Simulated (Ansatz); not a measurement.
# Pt3Se5: single-point calculation (part 2 of 2)

Continued. System: Pt3Se5 (slab, 16 atoms in the cell). Method: DFT PBEsol, scalar-relativistic, plane waves, PAW, no spin polarisation (Ansatz 0.2.0); cutoff 420 eV, 9×5×1 k-mesh, Gaussian smearing of 0.1 eV. The structure derives from an entry of the Crystallography Open Database. It belongs to a series of runs on one base structure; here: (0 1 2) slab cut from the bulk.

Geometry of the input (Å; fractional positions):
```
3.7607  0.0000  0.0000
0.0000  8.1290  0.0000
0.0000  0.0000  24.7424
Pt 0.5000  0.6790  0.3031
Se 0.0000  0.8793  0.3179
Se 0.5000  0.1576  0.3671
Pt 0.0000  0.3579  0.3819
Se 0.5000  0.5582  0.3967
Se 0.0000  0.8366  0.4458
Pt 0.5000  0.0369  0.4606
Se 0.0000  0.2372  0.4754
Se 0.5000  0.5155  0.5246
Pt 0.0000  0.7158  0.5394
Se 0.5000  0.9162  0.5542
Se 0.0000  0.1945  0.6033
Pt 0.5000  0.3948  0.6181
Se 0.0000  0.5951  0.6329
Se 0.5000  0.8734  0.6821
Pt 0.0000  0.0738  0.6969
```

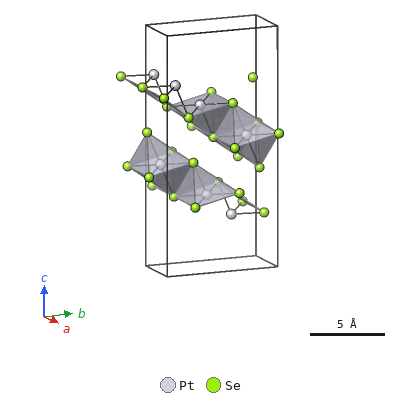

*The structure (polyhedral view of the cell of the calculation, with the vacuum cut short, seen slightly off an axis; polyhedra are completed across the faces of the cell). An atom can appear more than once, as a periodic image.*

### Output, continued
```
  k-point 0: bands = ["-96.5706", "-96.5706", "-96.0233", "-96.0233", "-95.3135", "-95.3135", "-50.8000", "-50.7988", "-50.7853", "-50.7810", "-50.6725", "-50.6723", "-50.3304", "-50.3304", "-50.2602", "-50.2602", "-50.0614", "-50.0614", "-49.6004", "-49.6004", "-49.5927", "-49.5927", "-49.3773", "-49.3773", "-45.9533", "-45.9519", "-45.9362", "-45.9358", "-45.9350", "-45.9342", "-45.8980", "-45.8979", "-45.8958", "-45.8920", "-45.8920", "-45.8911", "-45.8774", "-45.8774", "-45.8736", "-45.8736",
      "-45.8167", "-45.8167", "-45.8144", "-45.8144", "-45.7674", "-45.7672", "-45.7639", "-45.7628", "-45.7573", "-45.7562", "-45.7475", "-45.7464", "-45.7447", "-45.7442", "-45.5517", "-45.5517", "-45.5496", "-45.5496", "-45.5487", "-45.5487", "-45.5430", "-45.5430", "-45.5421", "-45.5421", "-45.4489", "-45.4489", "-45.4489", "-45.4489", "-45.3342", "-45.3342", "-45.2961", "-45.2961", "-45.2697", "-45.2697", "-12.6208", "-11.8934", "-11.2371", "-11.1836", "-11.1437", "-10.7812",
      "-10.7440", "-10.4684", "-10.1496", "-9.9183", "-3.9914", "-3.9425", "-3.6302", "-3.5890", "-3.3852", "-3.1864", "-3.0879", "-2.8544", "-2.7606", "-2.6967", "-2.6683", "-2.4306", "-1.9510", "-1.8719", "-1.6802", "-1.5057", "-1.3698", "-1.3616", "-1.3168", "-1.1803", "-1.1252", "-1.0731", "-0.9251", "-0.8368", "-0.5879", "-0.5025", "-0.3977", "-0.2995", "-0.2314", "-0.1449", "-0.1130", "-0.0244", "0.1743", "0.1910", "0.3097", "0.4694",
      "0.6008", "0.6119", "0.6387", "0.7965", "1.1121", "1.1933", "1.2604", "1.6314", "1.6898", "1.8147", "2.3173", "2.6309", "2.8243", "3.0124", "3.2870", "3.6208", "3.6337", "3.7287", "3.9092", "4.0601", "4.0894", "4.3364", "4.5825", "4.6569", "4.7757", "5.0890", "6.5245", "6.8641", "7.0152", "7.2420", "7.5193", "7.6192", "7.7264", "7.8776", "8.2965", "8.4499", "8.4536", "8.6521", "8.7114", "8.9203",
      "9.0132"]
  k-point 1: bands = ["-96.5706", "-96.5706", "-96.0233", "-96.0233", "-95.3135", "-95.3135", "-50.8000", "-50.7988", "-50.7853", "-50.7810", "-50.6725", "-50.6723", "-50.3304", "-50.3304", "-50.2602", "-50.2602", "-50.0614", "-50.0614", "-49.6004", "-49.6004", "-49.5927", "-49.5927", "-49.3773", "-49.3773", "-45.9533", "-45.9519", "-45.9362", "-45.9358", "-45.9350", "-45.9342", "-45.8980", "-45.8979", "-45.8958", "-45.8920", "-45.8920", "-45.8911", "-45.8774", "-45.8774", "-45.8736", "-45.8736",
      "-45.8167", "-45.8167", "-45.8144", "-45.8144", "-45.7674", "-45.7672", "-45.7639", "-45.7628", "-45.7573", "-45.7562", "-45.7475", "-45.7464", "-45.7447", "-45.7442", "-45.5517", "-45.5517", "-45.5496", "-45.5496", "-45.5487", "-45.5487", "-45.5430", "-45.5430", "-45.5421", "-45.5421", "-45.4489", "-45.4489", "-45.4489", "-45.4489", "-45.3342", "-45.3342", "-45.2961", "-45.2961", "-45.2697", "-45.2697", "-12.5563", "-11.8735", "-11.6001", "-11.1848", "-10.9926", "-10.7928",
      "-10.6781", "-10.3966", "-10.1091", "-9.9220", "-4.2086", "-3.8874", "-3.5880", "-3.4737", "-3.3607", "-3.1728", "-3.0930", "-2.9359", "-2.7919", "-2.7266", "-2.6596", "-2.4795", "-2.0710", "-1.8388", "-1.7059", "-1.4606", "-1.3745", "-1.3739", "-1.3577", "-1.2263", "-1.0796", "-1.0593", "-0.9078", "-0.7311", "-0.5824", "-0.4939", "-0.4208", "-0.3106", "-0.2431", "-0.0874", "-0.0827", "0.1218", "0.1781", "0.2661", "0.3538", "0.4561",
      "0.5884", "0.6147", "0.7834", "0.9861", "1.0974", "1.1115", "1.5085", "1.5173", "1.6508", "1.6581", "2.1031", "2.5021", "2.6876", "2.9313", "3.0290", "3.4164", "3.5130", "3.9339", "3.9550", "3.9896", "4.2995", "4.4478", "4.5578", "4.7659", "4.9235", "5.0877", "6.6289", "6.7991", "7.0002", "7.4861", "7.5606", "7.6523", "7.8884", "8.0124", "8.2483", "8.2912", "8.4697", "8.5115", "8.7445", "8.9427",
      "9.2079"]
  k-point 2: bands = ["-96.5706", "-96.5706", "-96.0233", "-96.0233", "-95.3135", "-95.3135", "-50.8000", "-50.7988", "-50.7853", "-50.7810", "-50.6725", "-50.6723", "-50.3304", "-50.3304", "-50.2602", "-50.2602", "-50.0614", "-50.0614", "-49.6004", "-49.6004", "-49.5927", "-49.5927", "-49.3773", "-49.3773", "-45.9533", "-45.9519", "-45.9362", "-45.9358", "-45.9350", "-45.9342", "-45.8980", "-45.8979", "-45.8958", "-45.8920", "-45.8920", "-45.8911", "-45.8774", "-45.8774", "-45.8736", "-45.8736",
      "-45.8167", "-45.8167", "-45.8144", "-45.8144", "-45.7674", "-45.7672", "-45.7639", "-45.7628", "-45.7573", "-45.7562", "-45.7475", "-45.7464", "-45.7447", "-45.7442", "-45.5517", "-45.5517", "-45.5496", "-45.5496", "-45.5487", "-45.5487", "-45.5430", "-45.5430", "-45.5421", "-45.5421", "-45.4489", "-45.4489", "-45.4489", "-45.4489", "-45.3342", "-45.3342", "-45.2961", "-45.2961", "-45.2697", "-45.2697", "-12.3695", "-12.0722", "-11.6596", "-11.3699", "-11.0131", "-10.7261",
      "-10.5607", "-10.3077", "-10.0440", "-9.9256", "-4.4655", "-3.7992", "-3.4471", "-3.3399", "-3.3111", "-3.1164", "-3.1068", "-3.0203", "-2.8439", "-2.8331", "-2.7879", "-2.7300", "-1.9761", "-1.9194", "-1.6737", "-1.4582", "-1.4296", "-1.3717", "-1.3670", "-1.1884", "-1.0536", "-1.0168", "-0.9062", "-0.6090", "-0.5715", "-0.4718", "-0.3775", "-0.3343", "-0.2757", "-0.1297", "0.0634", "0.1794", "0.2140", "0.2537", "0.4138", "0.6465",
      "0.6471", "0.7754", "1.0533", "1.0631", "1.2894", "1.3191", "1.3390", "1.3714", "1.4637", "1.7244", "1.8938", "2.0741", "2.1787", "2.7719", "2.9825", "3.2876", "3.3639", "3.8908", "4.0817", "4.0971", "4.1500", "4.5424", "4.6937", "5.0036", "5.1016", "5.1397", "6.6791", "6.9572", "7.3639", "7.5250", "7.6212", "7.6903", "7.8899", "7.9473", "8.1684", "8.3194", "8.3915", "8.5961", "8.7083", "8.9887",
      "9.0604"]
  k-point 14: bands = ["-96.5705", "-96.5705", "-96.0232", "-96.0232", "-95.3135", "-95.3135", "-50.8053", "-50.8051", "-50.7832", "-50.7824", "-50.6722", "-50.6721", "-50.3361", "-50.3361", "-50.2600", "-50.2600", "-50.0610", "-50.0610", "-49.6002", "-49.6002", "-49.5978", "-49.5978", "-49.3770", "-49.3770", "-45.9525", "-45.9523", "-45.9362", "-45.9362", "-45.9346", "-45.9345", "-45.8978", "-45.8978", "-45.8948", "-45.8941", "-45.8910", "-45.8909", "-45.8776", "-45.8776", "-45.8734", "-45.8734",
      "-45.8171", "-45.8171", "-45.8141", "-45.8141", "-45.7671", "-45.7671", "-45.7636", "-45.7635", "-45.7567", "-45.7565", "-45.7474", "-45.7472", "-45.7442", "-45.7441", "-45.5515", "-45.5515", "-45.5500", "-45.5500", "-45.5485", "-45.5485", "-45.5432", "-45.5432", "-45.5419", "-45.5419", "-45.4494", "-45.4494", "-45.4486", "-45.4486", "-45.3343", "-45.3343", "-45.2962", "-45.2962", "-45.2695", "-45.2695", "-11.2758", "-11.1824", "-10.9586", "-10.8948", "-10.7618", "-10.6901",
      "-10.6181", "-10.5566", "-9.9813", "-9.9517", "-4.2723", "-4.2107", "-3.8983", "-3.8440", "-3.4333", "-3.2875", "-2.9471", "-2.8809", "-2.8168", "-2.7108", "-2.5103", "-2.4052", "-2.1594", "-1.8761", "-1.7964", "-1.7267", "-1.6113", "-1.4687", "-1.3491", "-1.3001", "-1.1466", "-1.1185", "-1.0563", "-0.9624", "-0.6976", "-0.6535", "-0.4696", "-0.4180", "-0.3363", "-0.2706", "-0.2138", "-0.1704", "-0.1084", "0.0199", "0.0856", "0.1116",
      "0.1911", "0.2330", "0.3831", "0.4621", "0.6274", "0.6637", "0.7266", "0.7407", "0.9132", "0.9611", "1.5747", "1.6544", "2.2616", "2.3502", "2.4635", "2.5160", "3.1904", "3.3092", "3.6914", "3.7282", "4.0957", "4.5261", "4.5643", "4.6876", "5.2944", "5.3623", "6.7631", "6.7739", "7.5526", "7.9214", "8.3668", "8.3956", "8.5971", "8.6652", "8.9565", "9.1082", "9.3010", "9.4524", "9.6008", "9.8180",
      "10.0009"]
```

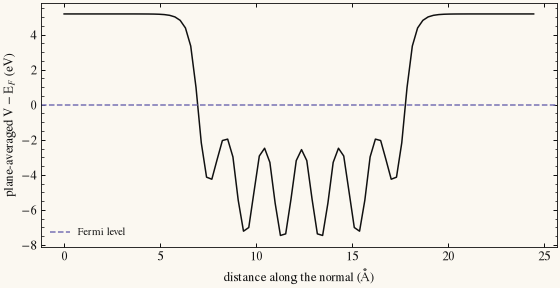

*Plane average of the electrostatic potential energy of an electron across the cell, from the Fermi level.*

The vacuum level lies 5.18 eV above the Fermi level.

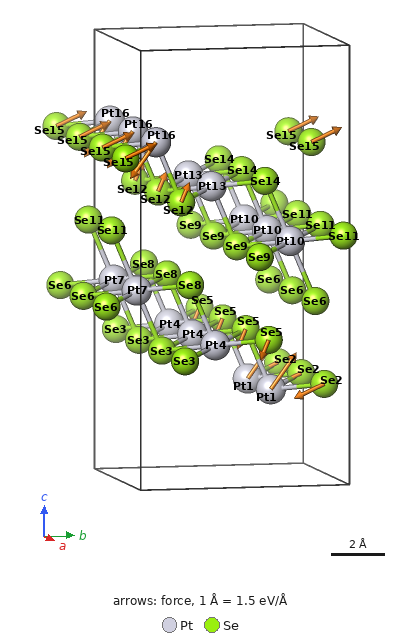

*Forces on the atoms as orange arrows (ball-and-stick view of the 2 × 1 repeat of the cell, with the vacuum cut short, seen slightly off an axis; bonded neighbours outside the cell are drawn too; atoms are numbered from 1 in the order of the input); the smallest are left out.*

The largest act on Pt1, Pt16 (2.57 eV/Å); Se2, Se15 (1.96 eV/Å); Se5, Se12 (1.26 eV/Å). The geometry is not a stationary point of this energy.

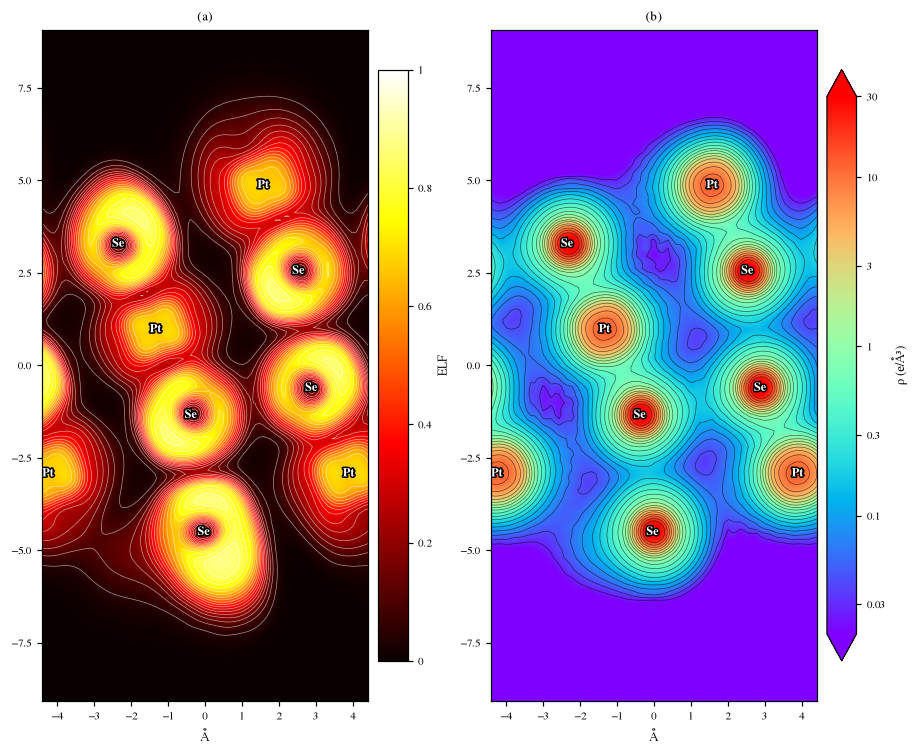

*(a) ELF; (b) valence electron density on the (100) plane of the calculation cell, a cut from vacuum to vacuum.*

The section cuts through Se and Pt sites. Pt–Se (2.51 Å): ρ at the midpoint is about 0.57 e/Å³; the ELF is about 0.45 at the midpoint. The density dies away to nearly zero in the vacuum. The strong features right at Pt lie inside the PAW spheres (semicore, d or f shells) and say nothing about bonding. Core electrons are frozen (PAW), so the fields are smoothed inside the atomic spheres.

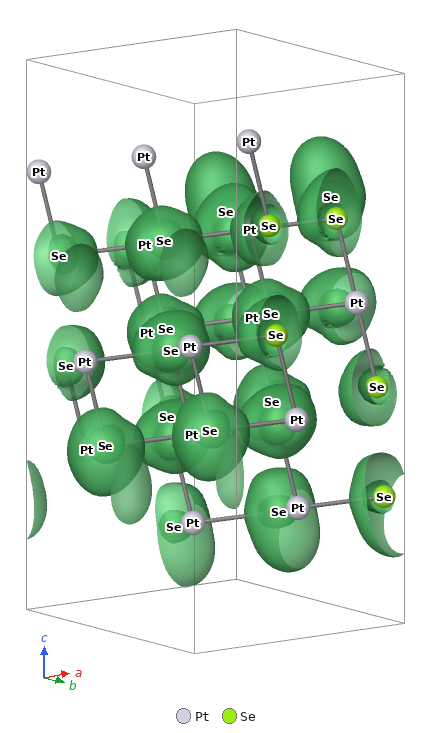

*Isosurface of the electron localisation function at 0.65 (green), seen at an oblique angle. Only the valence region is drawn (cores and ρ < 0.01 e/Å³ removed). Sticks mark near contacts.*

Values along the shortest contacts: Pt–Se (2.51 Å): the ELF is about 0.45 at the midpoint.

### Key numbers

- outcome: converged
- electrons treated: 268
- free energy: −128545.2236 eV
- work function, top face: 5.18 eV
- work function, bottom face: 5.18 eV
- Fermi energy: 2.596 eV
- gap on the k-point mesh: none (metallic)
- work function (upper face): 5.18 eV
- largest force (length of the vector): 2.568 eV/Å
- hardware: 2 threads of Intel Xeon @ 2.50GHz (Skylake/Cascade Lake), 189 GiB of memory available, shared host
- wall time: 3.5 min (CPU time 6.8 min)
- peak memory: 2.3 GiB

### Remarks

Warnings of the run: the exchange-correlation potential is rough where the density is thin. Spin–orbit coupling is left out, which matters for Pt.
